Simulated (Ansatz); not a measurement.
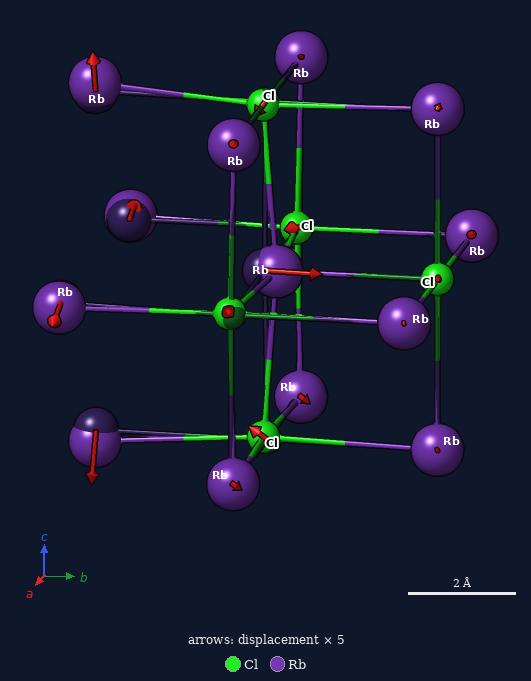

A relaxation of a defect cell of composition Cl31Rb32 (cell charge +1). The starting structure is drawn faded, the final one solid; red arrows show the displacements, 5 times their true length.

The picture is a ball-and-stick view of the atoms within 5.0 Å of the atom that moves most (axes of the cell of the calculation (origin shifted)), seen slightly off an axis.

Method: Ansatz, DFT, PBEsol, PAW, plane waves. Settings: plane-wave cutoff 420 eV; k-point mesh 1 × 1 × 1; mesh shifted by (0.25, 0.25, 0.25); no spin polarisation; atoms relaxed in a fixed cell; force threshold 0.03 eV/Å; at most 80 steps.

Q: Which element moves most?

A: Rubidium: up to 0.23 Å, against 0.11 Å for chlorine.

Q: What did the optimiser do to the structure, and how much energy did it gain?

A: The atom that moves furthest is a Rb atom (0.23 Å along +b). Largest moves by element: Rb 0.23 Å, Cl 0.11 Å. The cell doesn't change. Among the contacts that change: Cl–Rb 3.288 → 3.076 Å, Cl–Rb 3.265 → 3.326 Å, Cl–Rb 3.291 → 3.233 Å, Cl–Rb 3.282 → 3.335 Å. Bond angles that change, for instance: Cl–Rb–Cl 179.2° → 171.0°, Cl–Rb–Cl 89.2° → 94.6°, Cl–Rb–Cl 89.2° → 94.5°. Over 2 geometry steps the energy falls by 0.514 eV per cell of the calculation. The largest force component goes from 0.5 to 0.027 eV/Å. The run took 5.7 s on 1 × NVIDIA GB300 Max-Q with 8 threads of Arm Neoverse-V2, peak memory 1.9 GiB.

Limits of the set-up: the cell is charged, on a uniform background, and energies carry no finite-size correction.
